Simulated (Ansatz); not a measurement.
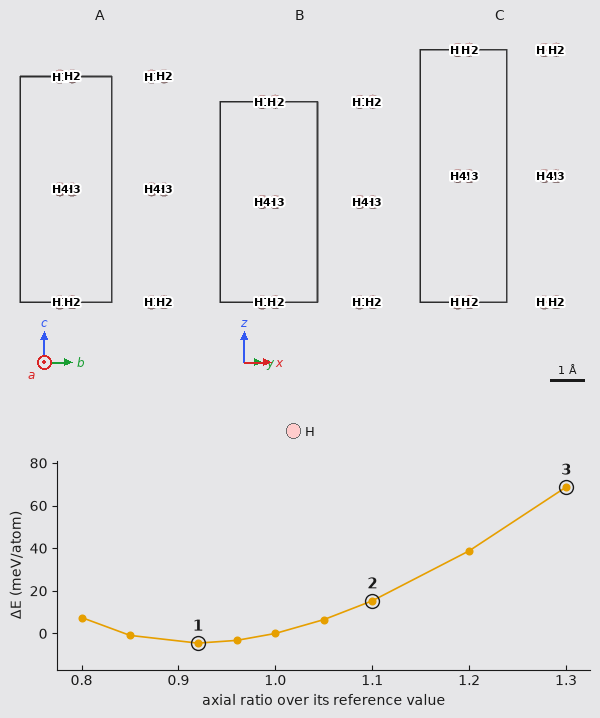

A crystal of H (Cmcm): the ratio of the cell's length along z to its lengths across, counted as 1 for the reference, is changed at fixed volume (a c/a path), with the atoms kept at their fractional coordinates. x, y and z are the Cartesian axes of the input. The frames are shuffled; the numbered points of the plot belong to them. Style: ball-and-stick. Shown: the cell of the calculation, repeated 2 × 2 × 1 with one cell outlined, along the a axis.

Method: DFT LDA, scalar-relativistic, plane waves, PAW (Ansatz). (plane-wave cutoff 420 eV; k-point mesh 10 × 10 × 4; occupations gaussian; smearing width 0.05 eV; no spin polarisation). Energies (free energies at the smearing named) are counted from the cell as listed in its source, which wasn't relaxed.

Which frame belongs to which numbered point?

Answer. Point 1 is frame B (the relative ratio 0.92, −4.5 meV/atom); 2 is frame A (the relative ratio 1.10, 15.3 meV/atom); 3 is frame C (the relative ratio 1.30, 68.7 meV/atom). The lowest computed point lies at the relative ratio 0.92 (−4.5 meV/atom). The end points stand at 7.5 meV/atom (0.80) and 68.7 meV/atom (1.30). The unrelaxed reference is under a pressure of 0.9 GPa. The distortion keeps the space group Cmcm. At the relative ratio 1.30 the cell of the drawing goes a 3.191 → 2.923 Å, b 3.191 → 2.923 Å, c 6.314 → 7.521 Å.
